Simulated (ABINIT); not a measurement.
## Positron calculation of HgSe (part 2 of 2)

Continued. System: HgSe (F-43m, 2 atoms in the cell). Method: Kohn-Sham DFT of a periodic cell, PBEsol, JTH PAW PBE v2.0, no spin polarisation (ABINIT 10.8.3); cutoff 435.38 eV, 6×6×6 k-mesh, fermi-dirac of 0.05 eV. The structure derives from an entry of the Crystallography Open Database.

Geometry of the input (Å; fractional positions):
```
0.0000  3.0390  3.0390
3.0390  0.0000  3.0390
3.0390  3.0390  0.0000
Hg 0.0000  0.0000  0.0000
Se 0.7500  0.7500  0.7500
```

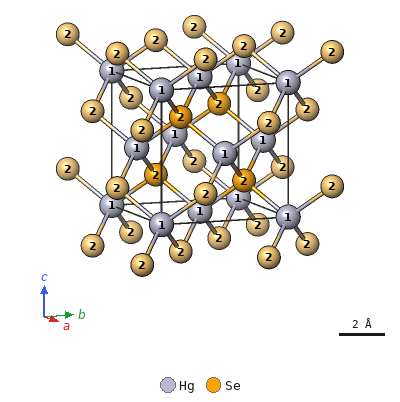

*The input geometry (ball-and-stick view of the cell 4 times as large as that of the calculation, set on its symmetry axes, seen slightly off an axis; neighbours outside the cell are drawn fainter; atoms are numbered from 1 in the order of the input).*

### The program's output, continued
```
 Mean square residual over all n,k,spin=   32.719E-14; max=  35.827E-12
 reduced coordinates (array xred) for    2 atoms
       0.000000000000      0.000000000000      0.000000000000
       0.750000000000      0.750000000000      0.750000000000
 rms dE/dt=  2.3800E-29; max dE/dt=  3.3658E-29; dE/dt below (all hartree)
    1       0.000000000000      0.000000000000      0.000000000000
    2       0.000000000000      0.000000000000     -0.000000000000

 cartesian coordinates (angstrom) at end:
    1      0.00000000000000     0.00000000000000     0.00000000000000
    2      4.55849999687752     4.55849999687752     4.55849999687752

 cartesian forces (hartree/bohr) at end:
    1     -0.00000000000000    -0.00000000000000     0.00000000000000
    2      0.00000000000000     0.00000000000000    -0.00000000000000
 frms,max,avg= 2.8056617E-30 4.3956271E-30   0.000E+00  0.000E+00  0.000E+00 h/b

 cartesian forces (eV/Angstrom) at end:
    1     -0.00000000000000    -0.00000000000000     0.00000000000000
    2      0.00000000000000     0.00000000000000    -0.00000000000000
 frms,max,avg= 1.4427293E-28 2.2603223E-28   0.000E+00  0.000E+00  0.000E+00 e/A
 length scales=  1.000000000000  1.000000000000  1.000000000000 bohr
              =  0.529177210544  0.529177210544  0.529177210544 angstroms
 Fermi (or HOMO) energy (hartree) =   0.04617   Average Vxc (hartree)=  -0.33693
 Eigenvalues (hartree) for nkpt=  16  k points:
 kpt#   1, nband= 13, wtk=  0.00463, kpt=  0.0000  0.0000  0.0000 (reduced coord)
  -0.45167   -0.21930   -0.21930   -0.21930   -0.19168   -0.19168    0.00686    0.04480
   0.04480    0.04480    0.24390    0.24390    0.24390
      occupation numbers for kpt#   1
   2.00000    2.00000    2.00000    2.00000    2.00000    2.00000    2.00000    1.35602
   1.35602    1.35602    0.00000    0.00000    0.00000
 prteigrs : prtvol=0 or 1, do not print more k-points.

--- !EnergyTerms
iteration_state     : {dtset: 1, }
comment             : Components of total free energy in Hartree
kinetic             :  1.39116598682192E+01
hartree             :  1.20450372539653E+01
xc                  : -9.45327580401707E+00
Ewald energy        : -4.09530728044388E+01
psp_core            :  3.51474054217775E+00
local_psp           : -3.42291696550948E+01
PAW spherical_terms :  3.31387616014509E+00
internal            : -5.18502044390434E+01
'-kT*entropy'       : -3.62800536961466E-05
total_energy        : -5.18502407190971E+01
total_energy_eV     : -1.41091692715444E+03
...

--- !EnergyTermsDC
iteration_state     : {dtset: 1, }
comment             : '"Double-counting" decomposition of free energy'
band_energy         : -3.18023982266997E+00
Ewald energy        : -4.09530728044388E+01
psp_core            :  3.51474054217775E+00
xc_dc               : -1.39987677531625E+01
PAW spherical_terms :  2.76713151619513E+00
internal            : -5.18502083218984E+01
'-kT*entropy'       : -3.62800536961466E-05
total_energy_dc     : -5.18502446019521E+01
total_energy_dc_eV  : -1.41091703281231E+03
...

--- !EnergyTermsWithPAWCore
iteration_state     : {dtset: 1, }
comment             : 'Components of total free energy, including PAW core contributions'
Total energy        : -2.20458866946089E+04
Total energy DC     : -2.20458866984917E+04
Total energy (eV)   : -5.99899137982136E+05
Total energy DC (eV): -5.99899138087793E+05
...

 Cartesian components of stress tensor (hartree/bohr^3)
  sigma(1 1)= -5.97490926E-05  sigma(3 2)=  0.00000000E+00
  sigma(2 2)= -5.97490926E-05  sigma(3 1)=  0.00000000E+00
  sigma(3 3)= -5.97490926E-05  sigma(2 1)=  0.00000000E+00

-Cartesian components of stress tensor (GPa)         [Pressure=  1.7579E+00 GPa]
- sigma(1 1)= -1.75787900E+00  sigma(3 2)=  0.00000000E+00
- sigma(2 2)= -1.75787900E+00  sigma(3 1)=  0.00000000E+00
- sigma(3 3)= -1.75787900E+00  sigma(2 1)=  0.00000000E+00

================================================================================
== DATASET  2 ==================================================================

--- !DatasetInfo
iteration_state: {dtset: 2, }
dimensions: {natom: 2, nkpt: 1, mband: 1, nsppol: 1, nspinor: 1, nspden: 1, mpw: 570, }
cutoff_energies: {ecut:  16.0, pawecutdg:  32.0, }
electrons: {nelect:   1.00000000E+00, charge:   0.00000000E+00, occopt:   2.00000000E+00, tsmear:   1.00000000E-02, }
meta: {optdriver: 0, ionmov: 0, optcell: 0, iscf: 17, paral_kgb: 0, }
...

 mkfilename : getden/=0, take file _DEN from output of DATASET   1.

 Real(R)+Recip(G) space primitive vectors, cartesian coordinates (Bohr,Bohr^-1):
 R(1)=  0.0000000  5.7428777  5.7428777  G(1)= -0.0870644  0.0870644  0.0870644
 R(2)=  5.7428777  0.0000000  5.7428777  G(2)=  0.0870644 -0.0870644  0.0870644
 R(3)=  5.7428777  5.7428777  0.0000000  G(3)=  0.0870644  0.0870644 -0.0870644
 Unit cell volume ucvol=  3.7880761E+02 bohr^3
 Angles (23,13,12)=  6.00000000E+01  6.00000000E+01  6.00000000E+01 degrees

 Coarse grid specifications (used for wave-functions):

 getcut: wavevector=  0.0000  0.0000  0.0000  ngfft=  30  30  30
         ecut(hartree)=     16.000   => boxcut(ratio)=   2.05368

 Fine grid specifications (used for densities):

 getcut: wavevector=  0.0000  0.0000  0.0000  ngfft=  45  45  45
         ecut(hartree)=     32.000   => boxcut(ratio)=   2.12749

--- Pseudopotential description ------------------------------------------------
- pspini: atom type   1  psp file is ./Hg.GGA_PBE-JTH.xml
 Pseudopotential format is: paw10
 basis_size (lnmax)=  6 (lmn_size= 18), orbitals=   0   0   1   1   2   2
 Spheres core radius: rc_sph= 2.40020299
 Shapefunction is SIN type: shapef(r)=[sin(pi*r/rshp)/(pi*r/rshp)]**2
 Radius for shape functions =  2.25617906
 Compensation charge density is not taken into account in XC energy/potential

- pspini: atom type   2  psp file is ./Se.GGA_PBE-JTH.xml
 Pseudopotential format is: paw10
 basis_size (lnmax)=  4 (lmn_size=  8), orbitals=   0   0   1   1
 Spheres core radius: rc_sph= 2.21132333
 Shapefunction is BESSEL type: shapef(r,l)=aa(1,l)*jl(q(1,l)*r)+aa(2,l)*jl(q(2,l)*r)
 Radius for shape functions =  2.00656599
 Compensation charge density is not taken into account in XC energy/potential

--------------------------------------------------------------------------------

================================================================================

--- !BeginCycle
iteration_state: {dtset: 2, }
solver: {iscf: 17, nstep: 80, nline: 4, wfoptalg: 10, }
tolerances: {toldfe: 1.00E-09, }
...

     iter   Etot(hartree)      deltaE(h)  residm     nres2
 ETOT  1  -51.691925086426    -5.169E+01 1.034E+00 3.396E-01
 ETOT  2  -52.105641978849    -4.137E-01 2.675E-01 1.360E-01
 ETOT  3  -52.181948992329    -7.631E-02 6.856E-02 1.209E-01
 ETOT  4  -52.186750125527    -4.801E-03 3.831E-03 5.116E-02
 ETOT  5  -52.187384436955    -6.343E-04 1.287E-03 1.299E-02
 ETOT  6  -52.187561942491    -1.775E-04 5.070E-04 4.891E-04
 ETOT  7  -52.187662681909    -1.007E-04 5.094E-04 7.639E-05
 ETOT  8  -52.187734558946    -7.188E-05 2.510E-04 6.115E-05
 ETOT  9  -52.187786003504    -5.144E-05 2.667E-04 9.898E-06
 ETOT 10  -52.187822684790    -3.668E-05 1.275E-04 3.318E-06
 ETOT 11  -52.187849070075    -2.639E-05 1.386E-04 3.296E-06
 ETOT 12  -52.187867974873    -1.890E-05 6.627E-05 8.806E-07
 ETOT 13  -52.187881600554    -1.363E-05 7.215E-05 1.623E-06
 ETOT 14  -52.187891386333    -9.786E-06 3.419E-05 6.086E-08
 ETOT 15  -52.187898443185    -7.057E-06 3.745E-05 2.616E-06
 ETOT 16  -52.187903517638    -5.074E-06 1.777E-05 4.209E-08
 ETOT 17  -52.187907177058    -3.659E-06 1.944E-05 1.512E-06
 ETOT 18  -52.187909810356    -2.633E-06 9.218E-06 1.358E-07
 ETOT 19  -52.187911709105    -1.899E-06 1.009E-05 1.817E-06
 ETOT 20  -52.187913076026    -1.367E-06 4.788E-06 3.535E-07
 ETOT 21  -52.187914061499    -9.855E-07 5.238E-06 1.871E-06
 ETOT 22  -52.187914771141    -7.096E-07 2.486E-06 9.506E-07
 ETOT 23  -52.187915282682    -5.115E-07 2.718E-06 3.025E-06
 ETOT 24  -52.187915651110    -3.684E-07 1.291E-06 1.841E-06
 ETOT 25  -52.187915916659    -2.655E-07 1.411E-06 2.954E-06
 ETOT 26  -52.187916107939    -1.913E-07 6.700E-07 2.210E-06
 ETOT 27  -52.187916245794    -1.379E-07 7.324E-07 2.883E-06
 ETOT 28  -52.187916345102    -9.931E-08 3.479E-07 2.242E-06
 ETOT 29  -52.187916416667    -7.157E-08 3.802E-07 2.840E-06
 ETOT 30  -52.187916468225    -5.156E-08 1.806E-07 2.317E-06
 ETOT 31  -52.187916505378    -3.715E-08 1.974E-07 2.706E-06
 ETOT 32  -52.187916532144    -2.677E-08 9.376E-08 2.294E-06
 ETOT 33  -52.187916551432    -1.929E-08 1.025E-07 2.246E-06
 ETOT 34  -52.187916565328    -1.390E-08 4.868E-08 1.351E-06
 ETOT 35  -52.187916575341    -1.001E-08 5.319E-08 1.523E-06
 ETOT 36  -52.187916582555    -7.214E-09 2.527E-08 1.370E-06
 ETOT 37  -52.187916587754    -5.198E-09 2.761E-08 2.536E-06
 ETOT 38  -52.187916591499    -3.745E-09 1.312E-08 1.776E-09
 ETOT 39  -52.187916594198    -2.699E-09 1.433E-08 2.101E-08
 ETOT 40  -52.187916596142    -1.944E-09 6.811E-09 6.464E-11
 ETOT 41  -52.187916597543    -1.401E-09 7.441E-09 6.310E-10
 ETOT 42  -52.187916598552    -1.009E-09 3.536E-09 2.570E-10
 ETOT 43  -52.187916599280    -7.273E-10 3.863E-09 9.040E-12
 ETOT 44  -52.187916599804    -5.240E-10 1.836E-09 4.604E-11

 At SCF step   44, etot is converged :
  for the second time, diff in etot=  5.240E-10 < toldfe=  1.000E-09

--- !ResultsGS
iteration_state: {dtset: 2, }
comment   : Summary of ground state results
lattice_vectors:
- [  0.0000000,   5.7428777,   5.7428777, ]
- [  5.7428777,   0.0000000,   5.7428777, ]
- [  5.7428777,   5.7428777,   0.0000000, ]
lattice_lengths: [   8.12166,    8.12166,    8.12166, ]
lattice_angles: [ 60.000,  60.000,  60.000, ] # degrees, (23, 13, 12)
lattice_volume:   3.7880761E+02
convergence: {deltae: -5.240E-10, res2:  4.604E-11, residm:  1.836E-09, diffor:  0.000E+00, }
etotal    :  -5.21879166E+01
entropy   :   0.00000000E+00
fermie    :  -3.37671998E-01
cartesian_stress_tensor: null
pressure_GPa: null
xred      :
- [  0.0000E+00,   0.0000E+00,   0.0000E+00, Hg]
- [  7.5000E-01,   7.5000E-01,   7.5000E-01, Se]
cartesian_forces: null
force_length_stats: {min: null, max: null, mean: null, }
...

 Integrated electronic density in atomic spheres:
 ------------------------------------------------
 Atom  Sphere_radius  Integrated_density
    1        2.40020          0.02278028
    2        2.21132          0.02693913

--------------------------------------------------------------------------------
 Results for electron-positron annihilation:

 # Zero-positron density limit of Arponen and Pajanne fitted by Sterne & Kaiser
   Ref.: P.A. Sterne and J.H. Kaiser, Phys. Rev. B 43, 13892 (1991)
 # Enhancement factor of Sterne & Kaiser
   Ref.: P.A. Sterne and J.H. Kaiser, Phys. Rev. B 43, 13892 (1991)

 Positron lifetime                         (ps)   =  2.49216699E+02
 Positron lifetime with IPM for core elec. (ps)   =  2.51309586E+02
 Annihilation rate                         (ns-1) =  4.01257220E+00
 Annihilation rate with IPM for core elec. (ns-1) =  3.97915581E+00

 Annihilation rate core/valence decomposition:
   Core    contribution to ann.rate          (ns-1) =  2.54302930E-01
   Valence contribution to ann.rate          (ns-1) =  3.75826928E+00
   Core    contribution to ann.rate with IPM (ns-1) =  2.03800515E-01
   Valence contribution to ann.rate with IPM (ns-1) =  3.77535529E+00

 Annihilation rate PAW decomposition:
   Plane-wave contribution to ann.rate          (ns-1) =  3.83958506E+00
   Plane-wave valence contribution to ann.rate  (ns-1) =  3.76461230E+00
   On-site core contribution to ann.rate        (ns-1) =  1.79330175E-01
   On-site valence contribution to ann.rate     (ns-1) = -6.34302865E-03
   Plane-wave contribution to ann.rate with IPM (ns-1) =  3.81433414E+00
   Plane-wave core contrb. to ann.rate with IPM (ns-1) =  3.48592919E-02

      (*) IPM=Independent particle Model

================================================================================

 ----iterations are completed or convergence reached----

 Mean square residual over all n,k,spin=   18.356E-10; max=  18.356E-10
 reduced coordinates (array xred) for    2 atoms
       0.000000000000      0.000000000000      0.000000000000
       0.750000000000      0.750000000000      0.750000000000
 rms dE/dt=  0.0000E+00; max dE/dt=  0.0000E+00; dE/dt below (all hartree)
    1       0.000000000000      0.000000000000      0.000000000000
    2       0.000000000000      0.000000000000      0.000000000000

 cartesian coordinates (angstrom) at end:
    1      0.00000000000000     0.00000000000000     0.00000000000000
    2      4.55849999687752     4.55849999687752     4.55849999687752
 length scales=  1.000000000000  1.000000000000  1.000000000000 bohr
              =  0.529177210544  0.529177210544  0.529177210544 angstroms
 Fermi (or HOMO) energy (hartree) =  -0.33767   Average Vxc (hartree)=  -0.31590
 Eigenvalues (hartree) for nkpt=   1  k points:
 kpt#   1, nband=  1, wtk=  1.00000, kpt=  0.0000  0.0000  0.0000 (reduced coord)
  -0.33767

--- !EnergyTerms
iteration_state     : {dtset: 2, }
comment             : Components of total free energy in Hartree
kinetic             :  8.46462092712355E-02
local_psp           : -6.66353160084382E-01
PAW spherical_terms :  1.59398960525503E-02
positronic          : -5.65767054760600E-01
electronic          : -5.18502446019521E+01
electron_positron_interaction:  2.28097261574697E-01
total_energy        : -5.21879143951380E+01
total_energy_eV     : -1.42010549597829E+03
...

--- !EnergyTermsDC
iteration_state     : {dtset: 2, }
comment             : '"Double-counting" decomposition of free energy'
band_energy         : -3.37671997851634E-01
PAW spherical_terms :  0.00000000000000E+00
electron_positron_dc: -2.28097261574680E-01
positronic          : -5.65769259426312E-01
electronic          : -5.18502446019521E+01
electron_positron_interaction:  2.28097261574697E-01
total_energy_dc     : -5.21879165998037E+01
total_energy_dc_eV  : -1.42010555597030E+03
...

== END DATASET(S) ==============================================================
================================================================================

 -outvars: echo values of variables after computation  --------
            acell      1.0000000000E+00  1.0000000000E+00  1.0000000000E+00 Bohr
           etotal1    -5.1850244602E+01
           etotal2    -5.2187916600E+01
            fcart1    -1.4652090420E-30 -1.4652090420E-30  4.3956271260E-30
                       1.4652090420E-30  1.4652090420E-30 -4.3956271260E-30
            fcart2     9.9999999999E+99  9.9999999999E+99  9.9999999999E+99
                       9.9999999999E+99  9.9999999999E+99  9.9999999999E+99
            rprim      0.0000000000E+00  5.7428776927E+00  5.7428776927E+00
                       5.7428776927E+00  0.0000000000E+00  5.7428776927E+00
                       5.7428776927E+00  5.7428776927E+00  0.0000000000E+00
           strten1    -5.9749092624E-05 -5.9749092624E-05 -5.9749092624E-05
                       0.0000000000E+00  0.0000000000E+00  0.0000000000E+00
           strten2     9.9999999999E+99  9.9999999999E+99  9.9999999999E+99
                       9.9999999999E+99  9.9999999999E+99  9.9999999999E+99
           xangst      0.0000000000E+00  0.0000000000E+00  0.0000000000E+00
                       4.5584999969E+00  4.5584999969E+00  4.5584999969E+00
             xred      0.0000000000E+00  0.0000000000E+00  0.0000000000E+00
                       7.5000000000E-01  7.5000000000E-01  7.5000000000E-01
 Calculation completed.
```
